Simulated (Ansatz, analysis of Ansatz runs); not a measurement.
**Cu-H pair in ZnO: local vibrational mode, LDA**

How near does this set-up come to the measured local vibrational mode? Subject: Cu-H pair in ZnO. Set-up: LDA, 72-site cell, LDA lattice, 420 eV, k: the single point 1/4 1/4 1/4. The model is a cell of 72 host atoms with Cu put on another atom's site and H put in between. The frequencies come from force constants among the defect atom and its neighbours, with the masses of the isotopes named. A local or semilocal functional is the cheapest first rung.

Measured beforehand: O-H stretch, 1H: 3191.8 cm⁻¹, by IR absorption (quoted in “Hydrogen-related defects in hydrothermally grown ZnO studied by Fourier Transform Infrared Spectroscopy”, 2010, Halvard Haug, quoting earlier work (1978)). O-D stretch, 2H: 2379 cm⁻¹, by IR absorption (quoted in “Hydrogen-related defects in hydrothermally grown ZnO studied by Fourier Transform Infrared Spectroscopy”, 2010, Halvard Haug, quoting earlier work (1978)). The runs below try to reproduce this.

Main program and level: Ansatz 0.2.0; plane-wave PAW DFT, LDA; relaxation of all atoms of a defect supercell.

## (1) Set-up

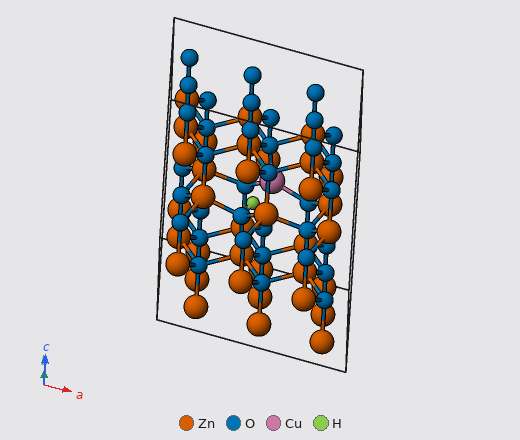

Start, viewed slightly off an axis; zinc orange, oxygen blue, copper pink, hydrogen green.

The cell holds 73 atoms: 35 Zn, 36 O, 1 Cu and 1 H. Its edges and angles: a = 9.560 Å, b = 9.560 Å, c = 10.307 Å, α = 90.0°, β = 90.0°, γ = 120.0°. It derives from ZnO (space group P6_3mc). Nearest the centre at fractional (0.521, 0.375, 0.481): H73 at 0.61 Å, Cu38 at 1.06 Å, O28 at 1.59 Å, O39 at 2.22 Å, O60 at 2.23 Å, O36 at 2.23 Å, Zn25 at 2.70 Å, Zn30 at 2.71 Å.

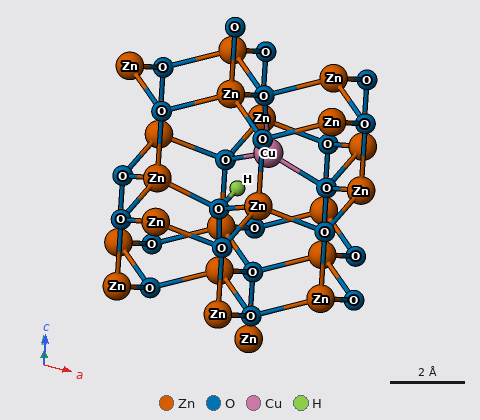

The atoms within 5 Å of the centre.

The host's primitive cell comes from a first run (plane-wave PAW DFT, LDA; relaxation of the host's cell and atoms): vectors of 3.187, 3.187 and 5.154 Å. That is 11.33 Å³ an atom, 4.8 % under the diffraction cell's volume. The supercell is built on it.

## (2) Relaxation, charge 0

Every later number rests on the structure around the defect, so the atoms are relaxed at the host's lattice first.

relax/input.yaml

```yaml
relax:
  f_tol: 0.01
  max_steps: 80
  random_displacement: { amplitude: 0.02, seed: 90 }
crystal:
  lattice:
    - [9.56031254, 0.0, 0.0]
    - [-4.78015627, 8.27947353, 0.0]
    - [0.0, 0.0, 10.30720229]
  atoms:
    - { symbol: Zn, position: [0.111111111, 0.222222222, 0.250171756] }
    - { symbol: Zn, position: [0.222222222, 0.111111111, 0.000171756] }
    - { symbol: O, position: [0.222222222, 0.111111111, 0.189333244] }
    - { symbol: O, position: [0.111111111, 0.222222222, 0.439333244] }
    - { symbol: Zn, position: [0.111111111, 0.222222222, 0.750171756] }
    - { symbol: Zn, position: [0.222222222, 0.111111111, 0.500171756] }
    - { symbol: O, position: [0.222222222, 0.111111111, 0.689333244] }
    - { symbol: O, position: [0.111111111, 0.222222222, 0.939333244] }
    - { symbol: Zn, position: [0.111111111, 0.555555556, 0.250171756] }
    - { symbol: Zn, position: [0.222222222, 0.444444444, 0.000171756] }
    - { symbol: O, position: [0.222222222, 0.444444444, 0.189333244] }
    - { symbol: O, position: [0.111111111, 0.555555556, 0.439333244] }
    - { symbol: Zn, position: [0.111111111, 0.555555556, 0.750171756] }
    - { symbol: Zn, position: [0.222222222, 0.444444444, 0.500171756] }
    - { symbol: O, position: [0.222222222, 0.444444444, 0.689333244] }
    - { symbol: O, position: [0.111111111, 0.555555556, 0.939333244] }
    - { symbol: Zn, position: [0.111111111, 0.888888889, 0.250171756] }
    - { symbol: Zn, position: [0.222222222, 0.777777778, 0.000171756] }
    - { symbol: O, position: [0.222222222, 0.777777778, 0.189333244] }
    - { symbol: O, position: [0.111111111, 0.888888889, 0.439333244] }
    - { symbol: Zn, position: [0.111111111, 0.888888889, 0.750171756] }
    - { symbol: Zn, position: [0.222222222, 0.777777778, 0.500171756] }
    - { symbol: O, position: [0.222222222, 0.777777778, 0.689333244] }
    - { symbol: O, position: [0.111111111, 0.888888889, 0.939333244] }
    - { symbol: Zn, position: [0.444444444, 0.222222222, 0.250171756] }
    - { symbol: Zn, position: [0.555555556, 0.111111111, 0.000171756] }
    - { symbol: O, position: [0.555555556, 0.111111111, 0.189333244] }
    - { symbol: O, position: [0.43013194, 0.193597214, 0.431610489] }
    - { symbol: Zn, position: [0.444444444, 0.222222222, 0.750171756] }
    - { symbol: Zn, position: [0.555555556, 0.111111111, 0.500171756] }
    - { symbol: O, position: [0.555555556, 0.111111111, 0.689333244] }
    - { symbol: O, position: [0.444444444, 0.222222222, 0.939333244] }
    - { symbol: Zn, position: [0.444444444, 0.555555556, 0.250171756] }
    - { symbol: Zn, position: [0.555555556, 0.444444444, 0.000171756] }
    - { symbol: O, position: [0.555555556, 0.444444444, 0.189333244] }
    - { symbol: O, position: [0.444444444, 0.555555556, 0.439333244] }
    - { symbol: Zn, position: [0.444444444, 0.555555556, 0.750171756] }
    - { symbol: Cu, position: [0.581318063, 0.49596946, 0.514064953] }
    - { symbol: O, position: [0.555555556, 0.444444444, 0.689333244] }
    - { symbol: O, position: [0.444444444, 0.555555556, 0.939333244] }
    - { symbol: Zn, position: [0.444444444, 0.888888889, 0.250171756] }
    - { symbol: Zn, position: [0.555555556, 0.777777778, 0.000171756] }
    - { symbol: O, position: [0.555555556, 0.777777778, 0.189333244] }
    - { symbol: O, position: [0.444444444, 0.888888889, 0.439333244] }
    - { symbol: Zn, position: [0.444444444, 0.888888889, 0.750171756] }
    - { symbol: Zn, position: [0.555555556, 0.777777778, 0.500171756] }
    - { symbol: O, position: [0.555555556, 0.777777778, 0.689333244] }
    - { symbol: O, position: [0.444444444, 0.888888889, 0.939333244] }
    - { symbol: Zn, position: [0.777777778, 0.222222222, 0.250171756] }
    - { symbol: Zn, position: [0.888888889, 0.111111111, 0.000171756] }
    - { symbol: O, position: [0.888888889, 0.111111111, 0.189333244] }
    - { symbol: O, position: [0.777777778, 0.222222222, 0.439333244] }
    - { symbol: Zn, position: [0.777777778, 0.222222222, 0.750171756] }
    - { symbol: Zn, position: [0.888888889, 0.111111111, 0.500171756] }
    - { symbol: O, position: [0.888888889, 0.111111111, 0.689333244] }
    - { symbol: O, position: [0.777777778, 0.222222222, 0.939333244] }
    - { symbol: Zn, position: [0.777777778, 0.555555556, 0.250171756] }
    - { symbol: Zn, position: [0.888888889, 0.444444444, 0.000171756] }
    - { symbol: O, position: [0.888888889, 0.444444444, 0.189333244] }
    - { symbol: O, position: [0.777777778, 0.555555556, 0.439333244] }
    - { symbol: Zn, position: [0.777777778, 0.555555556, 0.750171756] }
    - { symbol: Zn, position: [0.888888889, 0.444444444, 0.500171756] }
    - { symbol: O, position: [0.888888889, 0.444444444, 0.689333244] }
    - { symbol: O, position: [0.777777778, 0.555555556, 0.939333244] }
    - { symbol: Zn, position: [0.777777778, 0.888888889, 0.250171756] }
    - { symbol: Zn, position: [0.888888889, 0.777777778, 0.000171756] }
    - { symbol: O, position: [0.888888889, 0.777777778, 0.189333244] }
    - { symbol: O, position: [0.777777778, 0.888888889, 0.439333244] }
    - { symbol: Zn, position: [0.777777778, 0.888888889, 0.750171756] }
    - { symbol: Zn, position: [0.888888889, 0.777777778, 0.500171756] }
    - { symbol: O, position: [0.888888889, 0.777777778, 0.689333244] }
    - { symbol: O, position: [0.777777778, 0.888888889, 0.939333244] }
    - { symbol: H, position: [0.485994001, 0.305320999, 0.461955244] }
basis:
  ecutwfc: 420
  xc_grid: 2
hamiltonian:
  xc: lda
kpoints:
  mp_grid: { grid: [1, 1, 1], shift: [0.25, 0.25, 0.25] }
scf:
  occupations: { method: fermi_dirac, width: 0.01 }
  max_iter: 120
output:
  forces: true
checkpoint:
  write: "../relax.run"
  compress: false
  write_wavefunctions: true
  write_every: 100000
```

Command:

```bash
$ ansatz run input.yaml --threads 2 --pin off --max-ram 4710MiB --backend cpu --events-out ev --progress --plain --runs-dir out
```

Numbers of over 12 decimals in the logs are rounded to 6 here.

The program printed:

```text
[... repeated set-up lines and file paths are left out, and long positions are rounded to six places ...]
Engine: ansatz 0.2.0, aarch64-unknown-linux-gnu
Pseudopotentials: kind: paw
Pseudopotential: Zn, paw, valence charge 12, recommended cutoff 420 eV (normal), Zn.paw.azcp
Pseudopotential: O, paw, valence charge 6, recommended cutoff 420 eV (normal), O.paw.azcp
Pseudopotential: Cu, paw, valence charge 19, recommended cutoff 420 eV (normal), Cu.paw.azcp
Pseudopotential: H, paw, valence charge 1, recommended cutoff 420 eV (normal), H.paw.azcp
Functional definition: SPW92
  exchange = slater_x
  correlation = pw_c
Crystal: 73 atoms, lattice volume = 815.860 Å³
Basis set: ecut = 420 eV, 15935 PW (Γ), exchange–correlation on 128×128×144 points (8 copies of the dense FFT grid, shifted against one another)
Bands: 401, of which v1, the nominal top of the filled ones, is band 328 counted from 1 (327 counted from 0)
Symmetry: 1 space group operations
k-points: 1
Non-local potential: Zn, projectors of the file, l = 0: 2, l = 1: 2, l = 2: 3, l = 3: 1
Non-local potential: O, projectors of the file, l = 0: 2, l = 1: 2, l = 2: 1
Non-local potential: Cu, projectors of the file, l = 0: 3, l = 1: 2, l = 2: 3, l = 3: 1
Non-local potential: H, projectors of the file, l = 0: 2, l = 1: 1
PAW form: soft (Blöchl's): semilocal exchange-correlation on the pseudo side does not see the compensation charge
PAW frozen core: Zn, regenerated for the run's functional, and the local potential with it (the file was generated under x = pbe(κ = 0.804, μ = 0.219515), c = pbe(β = 0.066725))
PAW frozen core: O, regenerated for the run's functional, and the local potential with it (the file was generated under x = pbe(κ = 0.804, μ = 0.219515), c = pbe(β = 0.066725))
PAW frozen core: Cu, regenerated for the run's functional, and the local potential with it (the file was generated under x = pbe(κ = 0.804, μ = 0.219515), c = pbe(β = 0.066725))
PAW one-centre angular grid: Zn, 590 points (default); XC on 64 Gauss nodes
PAW one-centre angular grid: O, 110 points (default); XC on 64 Gauss nodes
PAW one-centre angular grid: Cu, 590 points (default); XC on 64 Gauss nodes
PAW one-centre angular grid: H, 110 points (default); XC on 64 Gauss nodes
Initial density: superposition of atomic densities (neutral atoms: chi_scale 0, normalization atom), corrected by the library's trained network
Initial wavefunctions: pseudopotential atomic-orbital guess
Functional: x = slater, c = lda
SCF iter   1: F=—  HF=-140194.769625 eV  |F-HF|=—  |Δ(HF+E_count)|=         —  Δρ=1.96e-2  dr2=2.75e0  ethr=1.77e-3  ⟨swp⟩=6.0  Hψ=1663  notcnv=0
preconditioner: auto → Resta (q_TF=auto, 2.631 Å⁻¹)  ε∞=7.7  [insulator: Δε(μ)=1.285 eV  Ē_g=12.812 eV  σ=0.010 eV  W_gap=1.00  n_scr=242 (ndim 8)  ℏωp=33.1 eV  f_vac=0.029  D(μ)=0.00/eV (n_scr^D=0)  ε∞_Penn≈7.7]
SCF iter   2: F=—  HF=-140194.046627 eV  |F-HF|=—  |Δ(HF+E_count)|=   7.23e-1  Δρ=4.35e-3  dr2=9.09e-2  ethr=4.19e-4  ⟨swp⟩=3.0  Hψ=791  notcnv=0  defer=67
SCF iter   3: F=—  HF=-140194.023317 eV  |F-HF|=—  |Δ(HF+E_count)|=   2.33e-2  Δρ=2.57e-3  dr2=5.40e-2  ethr=1.39e-5  ⟨swp⟩=2.0  Hψ=668  notcnv=0  defer=67
SCF iter   4: F=—  HF=-140194.026124 eV  |F-HF|=—  |Δ(HF+E_count)|=   2.81e-3  Δρ=4.14e-3  dr2=8.39e-2  ethr=8.22e-6  ⟨swp⟩=3.0  Hψ=680  notcnv=0  defer=67
SCF iter   5: F=—  HF=-140194.008200 eV  |F-HF|=—  |Δ(HF+E_count)|=   1.79e-2  Δρ=3.99e-4  dr2=1.88e-3  ethr=8.22e-6  ⟨swp⟩=2.0  Hψ=796  notcnv=0  defer=67
SCF iter   6: F=—  HF=-140194.009262 eV  |F-HF|=—  |Δ(HF+E_count)|=   1.06e-3  Δρ=2.88e-4  dr2=7.81e-4  ethr=2.86e-7  ⟨swp⟩=2.0  Hψ=662  notcnv=0  defer=67
SCF iter   7: F=—  HF=-140194.009089 eV  |F-HF|=—  |Δ(HF+E_count)|=   1.72e-4  Δρ=8.77e-5  dr2=6.19e-5  ethr=1.19e-7  ⟨swp⟩=2.0  Hψ=662  notcnv=0  defer=67
SCF iter   8: F=—  HF=-140194.009081 eV  |F-HF|=—  |Δ(HF+E_count)|=   7.85e-6  Δρ=5.54e-5  dr2=1.91e-5  ethr=9.43e-9  ⟨swp⟩=2.0  Hψ=658  notcnv=0  defer=67
SCF iter   9: F=—  HF=-140194.009083 eV  |F-HF|=—  |Δ(HF+E_count)|=   1.84e-6  Δρ=3.04e-5  dr2=6.97e-6  ethr=2.91e-9  ⟨swp⟩=2.0  Hψ=662  notcnv=0  defer=67
SCF iter  10: F=-140194.009081 eV  HF=-140194.009082 eV  |F-HF|=5.77e-7  |Δ(HF+E_count)|=   1.35e-6  Δρ=1.00e-5  dr2=6.65e-7  ethr=3.81e-10  ⟨swp⟩=3.0  Hψ=1487  notcnv=0
SCF 1 converged in 10 iterations: F = -140194.009081 eV  dr2 = 6.65e-7
  greatest PAW one-centre occupation: 1.000 electrons in one spin orbital (limit 2), on the Cu atom at site 37 (counted from 0), in its partial waves of l = 1
relax step   1: F+E_penalty+E_count = -140194.00908132 eV  Δ(F+E_penalty+E_count) = +0.000e0 eV  max|allowed force component| = 1.553e0 eV/Å  Δτ_max = 0.0000 Å  (10 SCF iters, dr2 threshold 2.50e-6 eV, accepted)
[... the SCF cycles and remarks between the steps are left out from here to the last step ...]
relax step   2: F+E_penalty+E_count = -140194.37381049 eV  Δ(F+E_penalty+E_count) = -3.647e-1 eV  max|allowed force component| = 9.616e-1 eV/Å  Δτ_max = 0.0757 Å  (6 SCF iters, dr2 threshold 1.00e-4 eV, accepted)
relax step   3: F+E_penalty+E_count = -140194.65068014 eV  Δ(F+E_penalty+E_count) = -2.769e-1 eV  max|allowed force component| = 2.291e-1 eV/Å  Δτ_max = 0.1639 Å  (7 SCF iters, dr2 threshold 5.78e-5 eV, accepted)
relax step   4: F+E_penalty+E_count = -140194.66208055 eV  Δ(F+E_penalty+E_count) = -1.140e-2 eV  max|allowed force component| = 2.216e-1 eV/Å  Δτ_max = 0.1099 Å  (8 SCF iters, dr2 threshold 3.28e-6 eV, accepted)
relax step   5: F+E_penalty+E_count = -140194.67094935 eV  Δ(F+E_penalty+E_count) = -8.869e-3 eV  max|allowed force component| = 8.481e-2 eV/Å  Δτ_max = 0.0294 Å  (7 SCF iters, dr2 threshold 3.07e-6 eV, accepted)
relax step   6: F+E_penalty+E_count = -140194.68033260 eV  Δ(F+E_penalty+E_count) = -9.383e-3 eV  max|allowed force component| = 1.879e-1 eV/Å  Δτ_max = 0.1415 Å  (9 SCF iters, dr2 threshold 1.05e-6 eV, accepted)
relax step   7: F+E_penalty+E_count = -140194.68587250 eV  Δ(F+E_penalty+E_count) = -5.540e-3 eV  max|allowed force component| = 1.738e-1 eV/Å  Δτ_max = 0.0692 Å  (8 SCF iters, dr2 threshold 5.17e-6 eV, accepted)
relax step   8: F+E_penalty+E_count = -140194.69701700 eV  Δ(F+E_penalty+E_count) = -1.114e-2 eV  max|allowed force component| = 7.467e-2 eV/Å  Δτ_max = 0.0540 Å  (6 SCF iters, dr2 threshold 2.58e-5 eV, accepted)
relax step   9: F+E_penalty+E_count = -140194.69792690 eV  Δ(F+E_penalty+E_count) = -9.099e-4 eV  max|allowed force component| = 8.962e-3 eV/Å  Δτ_max = 0.0171 Å  (6 SCF iters, dr2 threshold 1.03e-6 eV, accepted)
iter 1 solved again at ethr=8.90e-11 eV; its pass at ethr=3.10e-3 eV (dr2=5.84e-7 eV) is discarded
SCF iter   1: F=—  HF=-140194.697927 eV  |F-HF|=—  |Δ(HF+E_count)|=         —  Δρ=6.90e-6  dr2=5.83e-7  ethr=8.90e-11  ⟨swp⟩=1.0  Hψ=1116  notcnv=0  defer=67
SCF iter   2: F=—  HF=-140194.697927 eV  |F-HF|=—  |Δ(HF+E_count)|=   3.70e-8  Δρ=5.22e-6  dr2=3.13e-7  ethr=8.89e-11  ⟨swp⟩=2.0  Hψ=661  notcnv=0  defer=67
SCF iter   3: F=—  HF=-140194.697927 eV  |F-HF|=—  |Δ(HF+E_count)|=   4.05e-9  Δρ=3.19e-6  dr2=1.46e-7  ethr=4.77e-11  ⟨swp⟩=2.0  Hψ=662  notcnv=0  defer=67
SCF iter   4: F=—  HF=-140194.697927 eV  |F-HF|=—  |Δ(HF+E_count)|=   1.38e-8  Δρ=6.13e-6  dr2=2.13e-7  ethr=1.52e-11  ⟨swp⟩=4.0  Hψ=1389  notcnv=0
SCF iter   5: F=-140194.697927 eV  HF=-140194.697927 eV  |F-HF|=7.57e-10  |Δ(HF+E_count)|=   4.55e-8  Δρ=8.24e-7  dr2=4.25e-9  ethr=1.52e-11  ⟨swp⟩=3.0  Hψ=1399  notcnv=0
SCF 10 converged in 5 iterations: F = -140194.697927 eV  dr2 = 4.25e-9
relax step  10: F+E_penalty+E_count = -140194.69792721 eV  Δ(F+E_penalty+E_count) = -3.086e-7 eV  max|allowed force component| = 9.021e-3 eV/Å  Δτ_max = 0.0000 Å  (5 SCF iters, accepted)
NSCF: frozen V_eff on 1 k-points
the band table was solved once a step of the walk had ended and its energy, with any forces and stress, was formed, with the checks that follow a solve (1311 applications of the Hamiltonian). They found nothing against the state; [...]
SCF converged after 5 iterations
Free energy (F): -140194.697927 eV
Harris-Foulkes:  -140194.697927 eV  (|F-HF|=7.57e-10)
Internal energy: -140194.697927 eV  (E = F + TS)
E sigma→0 (E₀):  -140194.697927 eV
Fermi energy:    9.159332 eV
--- Per-component energies (eV) ---
  E_band       = 751.367326
  E_kinetic    = 11205.333643
  E_local      = -74672.591951  (includes V_loc(G=0)·N_el)
  E_nonlocal   = 23976.558184
  E_hartree    = 30756.166806
  E_xc         = -7428.631736
  E_vxc        = -5329.904198  (∫ρ·V_xc dr)
  E_paw        = -68500.880993  (= ΣΔE_a)
  E_vpaw       = -15940.440608  (= ΣTr[D̂ρ^β])
  E_aug_tail   = 0.077478  (compensation charges beyond the density's cutoff)
  E_ewald      = -55589.168137
  E_core_change = 58.438780  (= ΣΔE_core)
  E_smearing   = -0.000000  (= −TS)
  E_closure    = 0.000000  (closes the sum)
  Σ components = -140194.697927   (vs F -140194.697927, Δ=0.00e0)
--- Forces (eV/Å), atoms counted from 1 ---
  atom   1  Zn     0.00019545     0.00028377    -0.00017350
  atom   2  Zn    -0.00066500    -0.00062578     0.00015572
  [... 3 atoms left out ...]
  atom   6  Zn     0.00058662    -0.00083135    -0.00076123
  [... 18 atoms left out ...]
  atom  25  Zn    -0.00124695     0.00090319     0.00198405
  [... 2 atoms left out ...]
  atom  28  O      0.00001573    -0.00542562    -0.00255144
  atom  29  Zn    -0.00133690     0.00106659     0.00134806
  atom  30  Zn    -0.00006986     0.00151663     0.00040897
  [... 5 atoms left out ...]
  atom  36  O      0.00682601    -0.00217870     0.00152480
  [... 1 atom left out ...]
  atom  38  Cu    -0.00132730    -0.00660819     0.00011874
  atom  39  O      0.00055230     0.00079847    -0.00902085
  [... 20 atoms left out ...]
  atom  60  O     -0.00519151    -0.00037349     0.00414171
  [... 12 atoms left out ...]
  atom  73  H     -0.00161594     0.00637778     0.00059335
  max |Σ_I F_I| component: 2.26e-5 eV/Å
--- Band table (eV) ---
  k-point 0: bands = ["-101.9233", "-59.9932", "-59.8005", "-59.5229", [... 393 left out ...] "17.7537", "17.7682", "17.8039", "17.8497"]
--- Relaxed structure (10 steps of the walk, 10 accepted, 0 SCFs on fresh bases) ---
  F+E_penalty+E_count = -140194.69792721 eV   max|allowed force component| = 9.021e-3 eV/Å
  atoms:
    - { symbol: Zn, position: [0.110010, 0.222096, 0.249984] }
    - { symbol: Zn, position: [0.219532, 0.109793, -0.001317] }
    [... 3 atoms left out ...]
    - { symbol: Zn, position: [0.211174, 0.105009, 0.502270] }
    [... 18 atoms left out ...]
    - { symbol: Zn, position: [0.442006, 0.218518, 0.236484] }
    [... 2 atoms left out ...]
    - { symbol: O, position: [0.432591, 0.201671, 0.430167] }
    - { symbol: Zn, position: [0.441327, 0.220707, 0.750955] }
    - { symbol: Zn, position: [0.558833, 0.104713, 0.501470] }
    [... 5 atoms left out ...]
    - { symbol: O, position: [0.448714, 0.551128, 0.440968] }
    [... 1 atom left out ...]
    - { symbol: Cu, position: [0.622167, 0.511062, 0.539450] }
    - { symbol: O, position: [0.547453, 0.445326, 0.706738] }
    [... 20 atoms left out ...]
    - { symbol: O, position: [0.793490, 0.565293, 0.428478] }
    [... 12 atoms left out ...]
    - { symbol: H, position: [0.488721, 0.318152, 0.458013] }
```

Wall time 7.1 min (2 threads of Arm Neoverse V1, shared host); peak memory 2.1 GiB; 14 min of CPU time.

[end of part 1 of 2]

[Logs are printed without paths, hosts, clocks, repeated set-up lines and the standing remarks that a program may print on its own settings, such as how far it seeks lower states.]

[Hosts, paths, dates, database ids (printed as entryN), source tags and the programs' standing remarks are cut or masked in the printed files.]

[For some hosts the program warned that the k-mesh of the response run may be too coarse for force constants and the static dielectric constant; such warnings are not shown here.]
